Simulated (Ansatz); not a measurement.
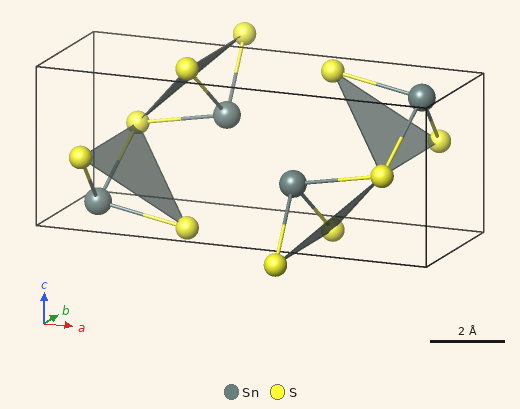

Fig. 1: The starting structure (polyhedral view of the cell of the calculation, seen slightly off an axis; polyhedra are completed across the faces of the cell).

# Run report: SnS, geometry relaxation (part 1 of 2)

System: SnS (8 atoms in the cell).
Method: DFT PBEsol, scalar-relativistic, plane waves, PAW, no spin polarisation (Ansatz 0.2.0).

The structure derives from an entry of the Crystallography Open Database.

Output:
```
Engine: ansatz 0.2.0, x86_64-unknown-linux-gnu
Pseudopotentials: kind: paw
Pseudopotential: Sn, paw, valence charge 14, recommended cutoff 420 eV (normal), Sn.paw.azcp
Pseudopotential: S, paw, valence charge 6, recommended cutoff 420 eV (normal), S.paw.azcp
Functional definition: PBEsol
  exchange = pbesol_x
  correlation = pbesol_c
Crystal: 8 atoms, lattice volume = 205.109 Å³
Basis set: ecut = 420 eV, 4001 PW (Γ), exchange–correlation on 160×54×60 points (8 copies of the dense FFT grid, shifted against one another)
Bands: 48, of which v1, the nominal top of the filled ones, is band 40 counted from 1 (39 counted from 0)
Symmetry: 8 space group operations
Space group: Pnma (ITA 62), of the structure as read, at distance tolerance 5.9e-5 Å
k-points: 60 of 192
Non-local potential: Sn, projectors of the file, l = 0: 2, l = 1: 2, l = 2: 2, l = 3: 2
Non-local potential: S, projectors of the file, l = 0: 2, l = 1: 2, l = 2: 2
PAW form: soft (Blöchl's): semilocal exchange-correlation on the pseudo side does not see the compensation charge
PAW frozen core: Sn, regenerated for the run's functional, and the local potential with it (the file was generated under x = pbe(κ = 0.804, μ = 0.2195149727645171), c = pbe(β = 0.06672455060314922))
PAW frozen core: S, regenerated for the run's functional, and the local potential with it (the file was generated under x = pbe(κ = 0.804, μ = 0.2195149727645171), c = pbe(β = 0.06672455060314922))
PAW one-centre angular grid: Sn, 590 points (default); XC on 64 Gauss nodes
PAW one-centre angular grid: S, 110 points (default); XC on 64 Gauss nodes
Initial density: superposition of atomic densities (neutral atoms: chi_scale 0, normalization atom), corrected by the library's trained network
Initial wavefunctions: pseudopotential atomic-orbital guess
Functional: x = pbesol(κ = 0.804, μ = 0.12345679012345678), c = pbesol(β = 0.046)
SCF iter   1: F=—  HF=-27342.463737 eV  |F-HF|=—  |Δ(HF+E_count)|=         —  Δρ=5.61e-3  dr2=1.32e-1  ethr=1.77e-3  ⟨swp⟩=7.3  Hψ=12063  notcnv=0  defer=1
preconditioner: auto → Resta (q_TF=auto, 2.332 Å⁻¹)  ε∞=3.1  [insulator: Δε(μ)=0.944 eV  Ē_g=16.001 eV  σ=0.020 eV  W_gap=1.00  n_scr=48 (ndim 8)  ℏωp=23.2 eV  f_vac=0.000  D(μ)=0.00/eV (n_scr^D=0)  ε∞_Penn≈3.1]
SCF iter   2: F=—  HF=-27342.431298 eV  |F-HF|=—  |Δ(HF+E_count)|=   3.24e-2  Δρ=2.44e-3  dr2=2.32e-2  ethr=1.66e-4  ⟨swp⟩=2.0  Hψ=3659  notcnv=0  defer=183
SCF iter   3: F=—  HF=-27342.425636 eV  |F-HF|=—  |Δ(HF+E_count)|=   5.66e-3  Δρ=4.69e-4  dr2=4.83e-4  ethr=2.91e-5  ⟨swp⟩=2.5  Hψ=4366  notcnv=0  defer=183
SCF iter   4: F=—  HF=-27342.425579 eV  |F-HF|=—  |Δ(HF+E_count)|=   5.73e-5  Δρ=1.34e-4  dr2=3.17e-5  ethr=6.03e-7  ⟨swp⟩=2.0  Hψ=5097  notcnv=0  defer=183
SCF iter   5: F=—  HF=-27342.425596 eV  |F-HF|=—  |Δ(HF+E_count)|=   1.71e-5  Δρ=2.96e-5  dr2=1.79e-6  ethr=3.96e-8  ⟨swp⟩=3.0  Hψ=5248  notcnv=0  defer=183
SCF iter   6: F=-27342.425597 eV  HF=-27342.425597 eV  |F-HF|=3.97e-8  |Δ(HF+E_count)|=   5.45e-7  Δρ=5.23e-6  dr2=7.17e-8  ethr=1.25e-10  ⟨swp⟩=13.2  Hψ=22797  notcnv=0
SCF 1 converged in 6 iterations: F = -27342.425597 eV  dr2 = 7.17e-8
  greatest PAW one-centre occupation: 0.992 electrons in one spin orbital (limit 2), on the Sn atom at site 3 (counted from 0), in its partial waves of l = 2
relax step   1: F+E_penalty+E_count = -27342.42559675 eV  Δ(F+E_penalty+E_count) = +0.000e0 eV  max|allowed force component| = 8.168e-2 eV/Å  Δτ_max = 0.0000 Å  P = -2.829 GPa  Ω = 205.109 Å³  (6 SCF iters, dr2 threshold 1.00e-7 eV, accepted)
Crystal: 8 atoms, lattice volume = 178.259 Å³
Basis set: ecut = 420 eV, 3507 PW (Γ), exchange–correlation on 160×54×60 points (8 copies of the dense FFT grid, shifted against one another)
Initial density: handed on by an earlier stage of this run
Initial wavefunctions: those handed on with the density
iter 1 solved again at ethr=6.75e-5 eV; its pass at ethr=3.10e-3 eV (dr2=5.40e-2 eV) is discarded
SCF iter   1: F=—  HF=-27342.515166 eV  |F-HF|=—  |Δ(HF+E_count)|=         —  Δρ=4.18e-3  dr2=5.55e-2  ethr=6.75e-5  ⟨swp⟩=2.5  Hψ=16340  notcnv=0
preconditioner: auto → Resta (q_TF=auto, 2.387 Å⁻¹)  ε∞=3.3  [insulator: Δε(μ)=0.475 eV  Ē_g=16.341 eV  σ=0.020 eV  W_gap=1.00  n_scr=48 (ndim 8)  ℏωp=24.9 eV  f_vac=0.000  D(μ)=0.00/eV (n_scr^D=0)  ε∞_Penn≈3.3]
SCF iter   2: F=—  HF=-27342.504227 eV  |F-HF|=—  |Δ(HF+E_count)|=   1.09e-2  Δρ=2.23e-3  dr2=1.03e-2  ethr=6.75e-5  ⟨swp⟩=3.2  Hψ=4213  notcnv=0
SCF iter   3: F=—  HF=-27342.502269 eV  |F-HF|=—  |Δ(HF+E_count)|=   1.96e-3  Δρ=5.05e-4  dr2=5.86e-4  ethr=1.29e-5  ⟨swp⟩=2.3  Hψ=4272  notcnv=0
SCF iter   4: F=—  HF=-27342.502323 eV  |F-HF|=—  |Δ(HF+E_count)|=   5.47e-5  Δρ=1.24e-4  dr2=2.92e-5  ethr=7.33e-7  ⟨swp⟩=2.1  Hψ=3759  notcnv=0
SCF iter   5: F=—  HF=-27342.502332 eV  |F-HF|=—  |Δ(HF+E_count)|=   8.69e-6  Δρ=2.85e-5  dr2=1.71e-6  ethr=3.65e-8  ⟨swp⟩=2.4  Hψ=4529  notcnv=0
SCF iter   6: F=-27342.502332 eV  HF=-27342.502332 eV  |F-HF|=9.09e-10  |Δ(HF+E_count)|=   2.81e-7  Δρ=7.27e-6  dr2=9.09e-8  ethr=1.00e-9  ⟨swp⟩=12.2  Hψ=23253  notcnv=0
the search or the solves at the SCF's close seem to have found levels that the self-consistency loop had missed (the run counts 1). By its estimate they hold under 1e-12 electrons; where the run keeps them, the occupations were computed again with them
SCF 2 converged in 6 iterations: F = -27342.502332 eV  dr2 = 9.09e-8
  Residual-converged pass: ⟨swp⟩=1.1  Hψ=3123  notcnv=0  max |occ|·‖R‖ = 7.1e-9 eV (tolerance 1.0e-8 eV)  dr2=9.09e-8  dr2_onsite=1.20e-8  max |Δocc| = 9.3e-72
  greatest PAW one-centre occupation: 0.993 electrons in one spin orbital (limit 2), on the Sn atom at site 3 (counted from 0), in its partial waves of l = 2
relax step   2: F+E_penalty+E_count = -27342.50233236 eV  Δ(F+E_penalty+E_count) = -7.674e-2 eV  max|allowed force component| = 8.809e-2 eV/Å  Δτ_max = 0.0806 Å  P = +2.932 GPa  Ω = 178.259 Å³  energy of the carried Pulay correction = +4.934e-3 eV  (6 SCF iters, dr2 threshold 8.00e-7 eV, accepted)
Crystal: 8 atoms, lattice volume = 190.396 Å³
Basis set: ecut = 420 eV, 3703 PW (Γ), exchange–correlation on 160×54×60 points (8 copies of the dense FFT grid, shifted against one another)
iter 1 solved again at ethr=2.09e-5 eV; its pass at ethr=3.10e-3 eV (dr2=1.67e-2 eV) is discarded
SCF iter   1: F=—  HF=-27342.580081 eV  |F-HF|=—  |Δ(HF+E_count)|=         —  Δρ=2.27e-3  dr2=1.62e-2  ethr=2.09e-5  ⟨swp⟩=2.8  Hψ=16052  notcnv=0
preconditioner: auto → Resta (q_TF=auto, 2.361 Å⁻¹)  ε∞=3.2  [insulator: Δε(μ)=0.833 eV  Ē_g=16.189 eV  σ=0.020 eV  W_gap=1.00  n_scr=48 (ndim 8)  ℏωp=24.1 eV  f_vac=0.000  D(μ)=0.00/eV (n_scr^D=0)  ε∞_Penn≈3.2]
SCF iter   2: F=—  HF=-27342.577387 eV  |F-HF|=—  |Δ(HF+E_count)|=   2.69e-3  Δρ=1.24e-3  dr2=3.37e-3  ethr=2.03e-5  ⟨swp⟩=2.6  Hψ=4028  notcnv=0
SCF iter   3: F=—  HF=-27342.577020 eV  |F-HF|=—  |Δ(HF+E_count)|=   3.67e-4  Δρ=2.97e-4  dr2=2.35e-4  ethr=4.22e-6  ⟨swp⟩=2.3  Hψ=3929  notcnv=0
SCF iter   4: F=—  HF=-27342.577000 eV  |F-HF|=—  |Δ(HF+E_count)|=   2.03e-5  Δρ=7.20e-5  dr2=1.17e-5  ethr=2.94e-7  ⟨swp⟩=2.1  Hψ=3793  notcnv=0
SCF iter   5: F=—  HF=-27342.577003 eV  |F-HF|=—  |Δ(HF+E_count)|=   3.23e-6  Δρ=2.01e-5  dr2=8.84e-7  ethr=1.46e-8  ⟨swp⟩=2.0  Hψ=4029  notcnv=0
SCF iter   6: F=-27342.577003 eV  HF=-27342.577003 eV  |F-HF|=6.86e-9  |Δ(HF+E_count)|=   2.62e-7  Δρ=4.72e-6  dr2=4.53e-8  ethr=1.00e-9  ⟨swp⟩=12.1  Hψ=21927  notcnv=0
SCF 3 converged in 6 iterations: F = -27342.577003 eV  dr2 = 4.53e-8
  greatest PAW one-centre occupation: 0.992 electrons in one spin orbital (limit 2), on the Sn atom at site 2 (counted from 0), in its partial waves of l = 2
relax step   3: F+E_penalty+E_count = -27342.57700305 eV  Δ(F+E_penalty+E_count) = -7.467e-2 eV  max|allowed force component| = 3.307e-2 eV/Å  Δτ_max = 0.0562 Å  P = -0.392 GPa  Ω = 190.396 Å³  energy of the carried Pulay correction = +2.620e-3 eV  (6 SCF iters, dr2 threshold 8.00e-7 eV, accepted)
Crystal: 8 atoms, lattice volume = 187.176 Å³
Basis set: ecut = 420 eV, 3639 PW (Γ), exchange–correlation on 160×54×60 points (8 copies of the dense FFT grid, shifted against one another)
iter 1 solved again at ethr=5.16e-6 eV; its pass at ethr=3.10e-3 eV (dr2=4.13e-3 eV) is discarded
SCF iter   1: F=—  HF=-27342.582642 eV  |F-HF|=—  |Δ(HF+E_count)|=         —  Δρ=1.58e-3  dr2=4.29e-3  ethr=5.16e-6  ⟨swp⟩=3.0  Hψ=15922  notcnv=0
preconditioner: auto → Resta (q_TF=auto, 2.368 Å⁻¹)  ε∞=3.2  [insulator: Δε(μ)=0.832 eV  Ē_g=16.216 eV  σ=0.020 eV  W_gap=1.00  n_scr=48 (ndim 8)  ℏωp=24.3 eV  f_vac=0.000  D(μ)=0.00/eV (n_scr^D=0)  ε∞_Penn≈3.2]
SCF iter   2: F=—  HF=-27342.582183 eV  |F-HF|=—  |Δ(HF+E_count)|=   4.59e-4  Δρ=8.88e-4  dr2=1.30e-3  ethr=5.16e-6  ⟨swp⟩=1.0  Hψ=2880  notcnv=0
SCF iter   3: F=—  HF=-27342.582118 eV  |F-HF|=—  |Δ(HF+E_count)|=   6.49e-5  Δρ=1.29e-4  dr2=3.57e-5  ethr=1.62e-6  ⟨swp⟩=2.3  Hψ=3696  notcnv=0
SCF iter   4: F=—  HF=-27342.582145 eV  |F-HF|=—  |Δ(HF+E_count)|=   2.65e-5  Δρ=3.51e-5  dr2=2.52e-6  ethr=4.46e-8  ⟨swp⟩=3.0  Hψ=5467  notcnv=0
SCF iter   5: F=-27342.582145 eV  HF=-27342.582145 eV  |F-HF|=5.32e-8  |Δ(HF+E_count)|=   3.99e-7  Δρ=7.53e-6  dr2=1.45e-7  ethr=9.60e-10  ⟨swp⟩=12.2  Hψ=23506  notcnv=0
the search or the solves at the SCF's close seem to have found levels that the self-consistency loop had missed (the run counts 1). By its estimate they hold under 1e-12 electrons; where the run keeps them, the occupations were computed again with them
SCF 4 converged in 5 iterations: F = -27342.582145 eV  dr2 = 1.45e-7
relax step   4: F+E_penalty+E_count = -27342.58214493 eV  Δ(F+E_penalty+E_count) = -5.142e-3 eV  max|allowed force component| = 4.089e-2 eV/Å  Δτ_max = 0.0409 Å  P = +0.036 GPa  Ω = 187.176 Å³  energy of the carried Pulay correction = +3.220e-3 eV  (5 SCF iters, dr2 threshold 7.68e-7 eV, accepted)
Crystal: 8 atoms, lattice volume = 186.658 Å³
Basis set: ecut = 420 eV, 3635 PW (Γ), exchange–correlation on 160×54×60 points (8 copies of the dense FFT grid, shifted against one another)
iter 1 solved again at ethr=4.97e-6 eV; its pass at ethr=3.10e-3 eV (dr2=3.97e-3 eV) is discarded
SCF iter   1: F=—  HF=-27342.583097 eV  |F-HF|=—  |Δ(HF+E_count)|=         —  Δρ=2.06e-3  dr2=4.06e-3  ethr=4.97e-6  ⟨swp⟩=2.7  Hψ=15684  notcnv=0
preconditioner: auto → Resta (q_TF=auto, 2.369 Å⁻¹)  ε∞=3.3  [insulator: Δε(μ)=0.660 eV  Ē_g=16.198 eV  σ=0.020 eV  W_gap=1.00  n_scr=48 (ndim 8)  ℏωp=24.3 eV  f_vac=0.000  D(μ)=0.00/eV (n_scr^D=0)  ε∞_Penn≈3.3]
SCF iter   2: F=—  HF=-27342.582840 eV  |F-HF|=—  |Δ(HF+E_count)|=   2.57e-4  Δρ=1.13e-3  dr2=1.23e-3  ethr=4.97e-6  ⟨swp⟩=1.0  Hψ=2880  notcnv=0
SCF iter   3: F=—  HF=-27342.582887 eV  |F-HF|=—  |Δ(HF+E_count)|=   4.68e-5  Δρ=1.16e-4  dr2=2.31e-5  ethr=1.53e-6  ⟨swp⟩=2.3  Hψ=4238  notcnv=0
SCF iter   4: F=—  HF=-27342.582892 eV  |F-HF|=—  |Δ(HF+E_count)|=   4.70e-6  Δρ=2.92e-5  dr2=1.76e-6  ethr=2.88e-8  ⟨swp⟩=3.0  Hψ=5300  notcnv=0
SCF iter   5: F=-27342.582892 eV  HF=-27342.582892 eV  |F-HF|=4.89e-8  |Δ(HF+E_count)|=   3.12e-7  Δρ=8.40e-6  dr2=1.57e-7  ethr=3.60e-10  ⟨swp⟩=12.0  Hψ=23536  notcnv=0
SCF 5 converged in 5 iterations: F = -27342.582892 eV  dr2 = 1.57e-7
  greatest PAW one-centre occupation: 0.993 electrons in one spin orbital (limit 2), on the Sn atom at site 2 (counted from 0), in its partial waves of l = 2
relax step   5: F+E_penalty+E_count = -27342.58289222 eV  Δ(F+E_penalty+E_count) = -7.473e-4 eV  max|allowed force component| = 5.604e-2 eV/Å  Δτ_max = 0.0697 Å  P = -0.230 GPa  Ω = 186.658 Å³  energy of the carried Pulay correction = +3.318e-3 eV  (5 SCF iters, dr2 threshold 2.88e-7 eV, accepted)
Crystal: 8 atoms, lattice volume = 187.212 Å³
Basis set: ecut = 420 eV, 3651 PW (Γ), exchange–correlation on 160×54×60 points (8 copies of the dense FFT grid, shifted against one another)
iter 1 solved again at ethr=2.20e-6 eV; its pass at ethr=3.10e-3 eV (dr2=1.76e-3 eV) is discarded
SCF iter   1: F=—  HF=-27342.587235 eV  |F-HF|=—  |Δ(HF+E_count)|=         —  Δρ=1.02e-3  dr2=1.67e-3  ethr=2.20e-6  ⟨swp⟩=2.7  Hψ=16269  notcnv=0
preconditioner: auto → Resta (q_TF=auto, 2.368 Å⁻¹)  ε∞=3.2  [insulator: Δε(μ)=0.735 eV  Ē_g=16.220 eV  σ=0.020 eV  W_gap=1.00  n_scr=48 (ndim 8)  ℏωp=24.3 eV  f_vac=0.000  D(μ)=0.00/eV (n_scr^D=0)  ε∞_Penn≈3.2]
SCF iter   2: F=—  HF=-27342.586978 eV  |F-HF|=—  |Δ(HF+E_count)|=   2.57e-4  Δρ=5.63e-4  dr2=4.19e-4  ethr=2.08e-6  ⟨swp⟩=1.9  Hψ=3157  notcnv=0
SCF iter   3: F=—  HF=-27342.586935 eV  |F-HF|=—  |Δ(HF+E_count)|=   4.24e-5  Δρ=9.04e-5  dr2=1.60e-5  ethr=5.24e-7  ⟨swp⟩=2.1  Hψ=3672  notcnv=0
SCF iter   4: F=—  HF=-27342.586917 eV  |F-HF|=—  |Δ(HF+E_count)|=   1.86e-5  Δρ=2.09e-5  dr2=8.54e-7  ethr=2.00e-8  ⟨swp⟩=2.8  Hψ=5276  notcnv=0
SCF iter   5: F=-27342.586917 eV  HF=-27342.586917 eV  |F-HF|=8.07e-9  |Δ(HF+E_count)|=   1.44e-7  Δρ=4.99e-6  dr2=4.63e-8  ethr=3.07e-10  ⟨swp⟩=11.8  Hψ=21851  notcnv=0
SCF 6 converged in 5 iterations: F = -27342.586917 eV  dr2 = 4.63e-8
relax step   6: F+E_penalty+E_count = -27342.58691669 eV  Δ(F+E_penalty+E_count) = -4.024e-3 eV  max|allowed force component| = 5.961e-3 eV/Å  Δτ_max = 0.0315 Å  P = -0.045 GPa  Ω = 187.212 Å³  energy of the carried Pulay correction = +3.213e-3 eV  (5 SCF iters, dr2 threshold 2.46e-7 eV, accepted)
Crystal: 8 atoms, lattice volume = 187.144 Å³
iter 1 solved again at ethr=1.66e-7 eV; its pass at ethr=3.10e-3 eV (dr2=1.33e-4 eV) is discarded
SCF iter   1: F=—  HF=-27342.586998 eV  |F-HF|=—  |Δ(HF+E_count)|=         —  Δρ=3.21e-4  dr2=1.28e-4  ethr=1.66e-7  ⟨swp⟩=3.5  Hψ=15050  notcnv=0
preconditioner: auto → Resta (q_TF=auto, 2.368 Å⁻¹)  ε∞=3.2  [insulator: Δε(μ)=0.733 eV  Ē_g=16.217 eV  σ=0.020 eV  W_gap=1.00  n_scr=48 (ndim 8)  ℏωp=24.3 eV  f_vac=0.000  D(μ)=0.00/eV (n_scr^D=0)  ε∞_Penn≈3.2]
SCF iter   2: F=—  HF=-27342.586982 eV  |F-HF|=—  |Δ(HF+E_count)|=   1.58e-5  Δρ=1.69e-4  dr2=3.02e-5  ethr=1.60e-7  ⟨swp⟩=2.5  Hψ=5293  notcnv=0
SCF iter   3: F=—  HF=-27342.586982 eV  |F-HF|=—  |Δ(HF+E_count)|=   2.89e-7  Δρ=3.27e-5  dr2=1.79e-6  ethr=3.78e-8  ⟨swp⟩=1.0  Hψ=2880  notcnv=0
SCF iter   4: F=—  HF=-27342.586980 eV  |F-HF|=—  |Δ(HF+E_count)|=   1.21e-6  Δρ=6.07e-6  dr2=7.66e-8  ethr=2.24e-9  ⟨swp⟩=3.0  Hψ=5280  notcnv=0
SCF iter   5: F=-27342.586980 eV  HF=-27342.586980 eV  |F-HF|=1.10e-9  |Δ(HF+E_count)|=   6.68e-9  Δρ=1.88e-6  dr2=7.02e-9  ethr=1.18e-11  ⟨swp⟩=8.9  Hψ=17659  notcnv=0
SCF 7 converged in 5 iterations: F = -27342.586980 eV  dr2 = 7.02e-9
relax step   7: F+E_penalty+E_count = -27342.58698048 eV  Δ(F+E_penalty+E_count) = -6.378e-5 eV  max|allowed force component| = 7.727e-3 eV/Å  Δτ_max = 0.0095 Å  P = +0.019 GPa  Ω = 187.144 Å³  energy of the carried Pulay correction = +3.226e-3 eV  (5 SCF iters, dr2 threshold 9.40e-9 eV, accepted)
Crystal: 8 atoms, lattice volume = 187.157 Å³
iter 1 solved again at ethr=2.86e-8 eV; its pass at ethr=3.10e-3 eV (dr2=2.29e-5 eV) is discarded
SCF iter   1: F=—  HF=-27342.587042 eV  |F-HF|=—  |Δ(HF+E_count)|=         —  Δρ=1.32e-4  dr2=2.24e-5  ethr=2.86e-8  ⟨swp⟩=3.0  Hψ=14466  notcnv=0
preconditioner: auto → Resta (q_TF=auto, 2.368 Å⁻¹)  ε∞=3.2  [insulator: Δε(μ)=0.742 eV  Ē_g=16.215 eV  σ=0.020 eV  W_gap=1.00  n_scr=48 (ndim 8)  ℏωp=24.3 eV  f_vac=0.000  D(μ)=0.00/eV (n_scr^D=0)  ε∞_Penn≈3.2]
SCF iter   2: F=—  HF=-27342.587029 eV  |F-HF|=—  |Δ(HF+E_count)|=   1.29e-5  Δρ=7.12e-5  dr2=6.45e-6  ethr=2.80e-8  ⟨swp⟩=1.0  Hψ=2880  notcnv=0
SCF iter   3: F=—  HF=-27342.587023 eV  |F-HF|=—  |Δ(HF+E_count)|=   5.95e-6  Δρ=9.30e-6  dr2=1.67e-7  ethr=8.07e-9  ⟨swp⟩=2.1  Hψ=4049  notcnv=0
SCF iter   4: F=—  HF=-27342.587023 eV  |F-HF|=—  |Δ(HF+E_count)|=   1.99e-8  Δρ=2.54e-6  dr2=1.01e-8  ethr=2.08e-10  ⟨swp⟩=2.0  Hψ=5255  notcnv=0
SCF iter   5: F=-27342.587023 eV  HF=-27342.587023 eV  |F-HF|=2.84e-10  |Δ(HF+E_count)|=   2.70e-9  Δρ=5.19e-7  dr2=6.28e-10  ethr=4.66e-12  ⟨swp⟩=8.2  Hψ=16803  notcnv=0
SCF 8 converged in 5 iterations: F = -27342.587023 eV  dr2 = 6.28e-10
relax step   8: F+E_penalty+E_count = -27342.58702313 eV  Δ(F+E_penalty+E_count) = -4.266e-5 eV  max|allowed force component| = 5.334e-4 eV/Å  Δτ_max = 0.0036 Å  P = +0.004 GPa  Ω = 187.157 Å³  energy of the carried Pulay correction = +3.224e-3 eV  (5 SCF iters, dr2 threshold 3.73e-9 eV, accepted)
Basis set: ecut = 420 eV, 3651 PW (Γ), exchange–correlation on 150×54×60 points (8 copies of the dense FFT grid, shifted against one another)
Initial wavefunctions: pseudopotential atomic-orbital guess (no wavefunctions were taken with the density)
iter 1 solved again at ethr=4.02e-7 eV; its pass at ethr=3.10e-3 eV (dr2=3.22e-4 eV) is discarded
SCF iter   1: F=—  HF=-27342.584193 eV  |F-HF|=—  |Δ(HF+E_count)|=         —  Δρ=7.67e-5  dr2=1.49e-6  ethr=4.02e-7  ⟨swp⟩=3.1  Hψ=19153  notcnv=0
preconditioner: auto → Resta (q_TF=auto, 2.368 Å⁻¹)  ε∞=3.2  [insulator: Δε(μ)=0.742 eV  Ē_g=16.216 eV  σ=0.020 eV  W_gap=1.00  n_scr=48 (ndim 8)  ℏωp=24.3 eV  f_vac=0.000  D(μ)=0.00/eV (n_scr^D=0)  ε∞_Penn≈3.2]
SCF iter   2: F=—  HF=-27342.584195 eV  |F-HF|=—  |Δ(HF+E_count)|=   2.32e-6  Δρ=3.83e-5  dr2=3.89e-7  ethr=1.86e-9  ⟨swp⟩=2.4  Hψ=5312  notcnv=0
SCF iter   3: F=—  HF=-27342.584196 eV  |F-HF|=—  |Δ(HF+E_count)|=   8.29e-7  Δρ=6.92e-6  dr2=2.09e-8  ethr=4.86e-10  ⟨swp⟩=2.4  Hψ=4951  notcnv=0
SCF iter   4: F=—  HF=-27342.584196 eV  |F-HF|=—  |Δ(HF+E_count)|=   2.40e-8  Δρ=5.28e-7  dr2=4.77e-10  ethr=2.62e-11  ⟨swp⟩=2.0  Hψ=3851  notcnv=0
SCF iter   5: F=-27342.584196 eV  HF=-27342.584196 eV  |F-HF|=0.00e0  |Δ(HF+E_count)|=  1.56e-10  Δρ=1.42e-7  dr2=3.01e-11  ethr=1.00e-12  ⟨swp⟩=7.3  Hψ=14814  notcnv=0
SCF 9 converged in 5 iterations: F = -27342.584196 eV  dr2 = 3.01e-11
relax step   9: F+E_penalty+E_count = -27342.58419579 eV  Δ(F+E_penalty+E_count) = +2.827e-3 eV  max|allowed force component| = 8.671e-4 eV/Å  Δτ_max = 0.0000 Å  P = +0.001 GPa  Ω = 187.157 Å³  stress off target by 5.19e-3 GPa  SCF on the basis re-selected at this cell (its energy is not comparable with the rows above)  (5 SCF iters)
```

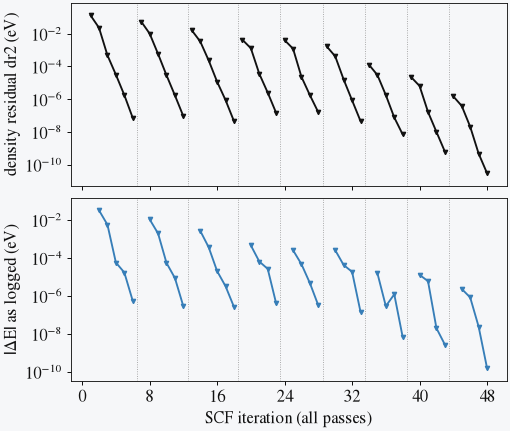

Fig. 2: Convergence of the self-consistent field: density residual dr2 and size of the energy change against the SCF iteration. The dotted lines part the SCF passes of the relaxation: geometry steps, rejected trials and re-solves on a re-selected basis. The 9 passes take 5 to 6 iterations each, 48 in all.

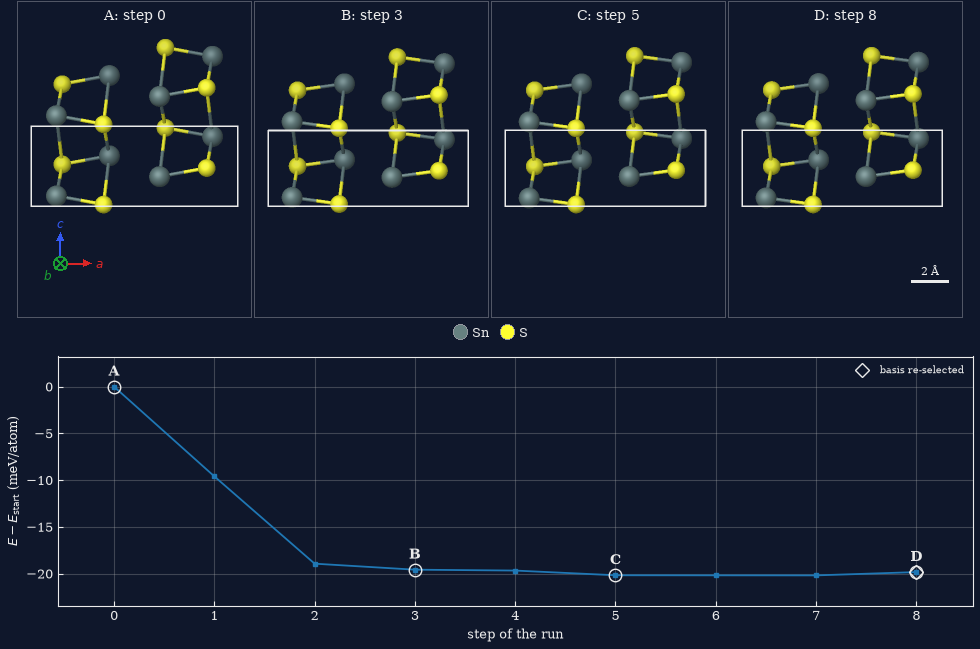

Fig. 3: Frames of the relaxation (ball-and-stick view of the cell of the calculation, repeated 1 × 1 × 2, along the b axis) above the curves, on which the letters mark them (the first geometry is step 0 here and step 1 in the log).
